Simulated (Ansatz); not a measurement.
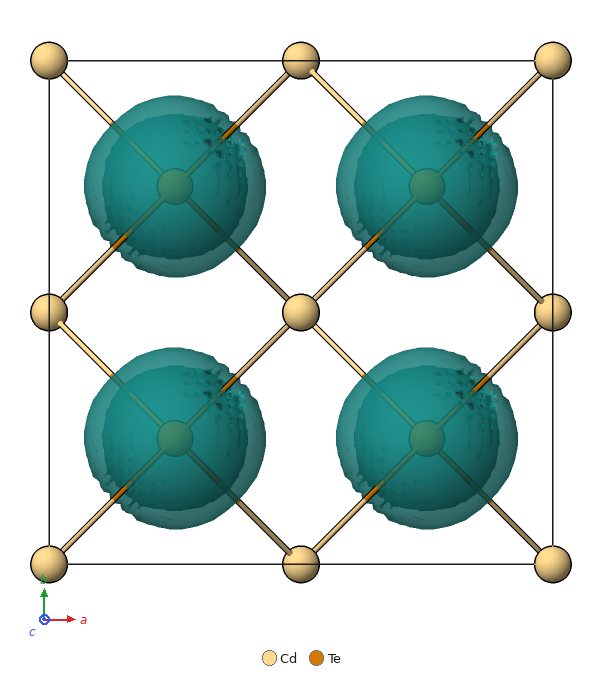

Figure. CdTe. Where the hole sits when 0.1 electron is taken from the 2-atom cell of the calculation (uniform compensating background, atoms fixed); the change of density for each carrier, counted positive where the carrier is: teal surfaces at +0.04, none at −0.04 1/Å³, in the conventional cell seen along the c axis (the regions close to the nuclei are left out). Cores are masked to 0.9 Å (Cd) and 0.9 Å (Te).

Space group F-43m; the calculation finds a residual pressure of about 4 GPa at this fixed cell.

Theory: DFT PBE, scalar-relativistic, plane waves, PAW (Ansatz).

In a PAW calculation such maps are meaningful between the atoms, not at the nuclei.

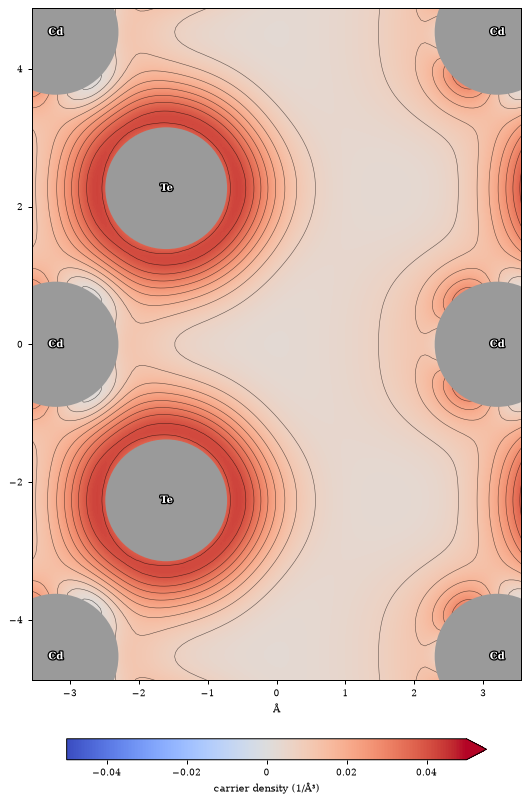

The same field as a map on the (101) plane of the conventional cell, with grey discs over the atomic cores.

**On which atoms does the carrier sit?**

Summed over atomic cells sized by the Bader volumes, the hole divides as Te about 75 % and Cd about 25 %; the most favoured element is Te, which fills 65 % of the volume.
- Over the whole cell, outside the cores, it is densest 1.1 Å from a tellurium nucleus.
- The counter-flow of charge adds up to under 0.1 e for each carrier.
- These are shares of the net change, screening included; the states that take the carrier can be more concentrated.

Run times: 15 s (hole) and 17 s (base cell), on 2 threads of AMD EPYC 7R43 64-Core Processor (Zen 3), with other jobs on the host.
